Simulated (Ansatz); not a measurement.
Given this structure:

```
Al Cu
1.0
     6.01267    0.00000    0.00000
     0.00000    6.01267    0.00000
     0.00000    0.00000    6.01267
Al Cu
4 12
Direct
  0.00000 0.00000 0.00000
  0.00000 0.50000 0.50000
  0.50000 0.00000 0.50000
  0.50000 0.50000 0.00000
  0.50000 0.00000 0.00000
  0.25000 0.75000 0.75000
  0.25000 0.25000 0.75000
  0.50000 0.50000 0.50000
  0.25000 0.25000 0.25000
  0.25000 0.75000 0.25000
  0.00000 0.00000 0.50000
  0.75000 0.75000 0.25000
  0.75000 0.25000 0.25000
  0.00000 0.50000 0.00000
  0.75000 0.25000 0.75000
  0.75000 0.75000 0.75000
```

Before looking at a picture, describe the arrangement of atoms.

Its composition is AlCu$_{3}$. Space group Fm-3m (No. 225), lattice face-centred cubic. It belongs to the family called D0₃ (BiF₃ or Fe₃Al type). The cell holds 16 atoms (4 Al, 12 Cu), Z = 4. The coordination shell of Al holds eight Cu in a cubic arrangement at 2.60 Å. Cu takes two kinds of site: 4b with eight Cu in a cubic arrangement at 2.60 Å; 8c with four Al and four Cu in a cubic arrangement (2.60 Å to Al, 2.60 Å to Cu). The bonds build a three-dimensional framework.

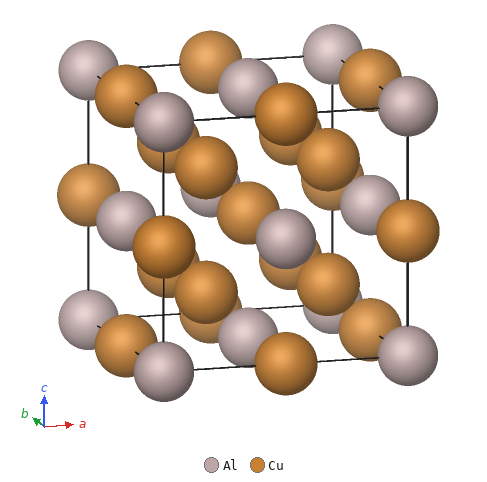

View slightly off an axis, drawn as a spheres-only model. Thin lines show the conventional unit cell, with boundary atoms drawn in all their periodic places.

Starting structure: a structure listed in the Materials Project. The cell was then strained or its atoms displaced on purpose. A calculation with Ansatz used it as input.

At this level of theory the cell isn't at rest (stretched, at -13 GPa), so its distances can differ from those at equilibrium, the more so the softer the solid.
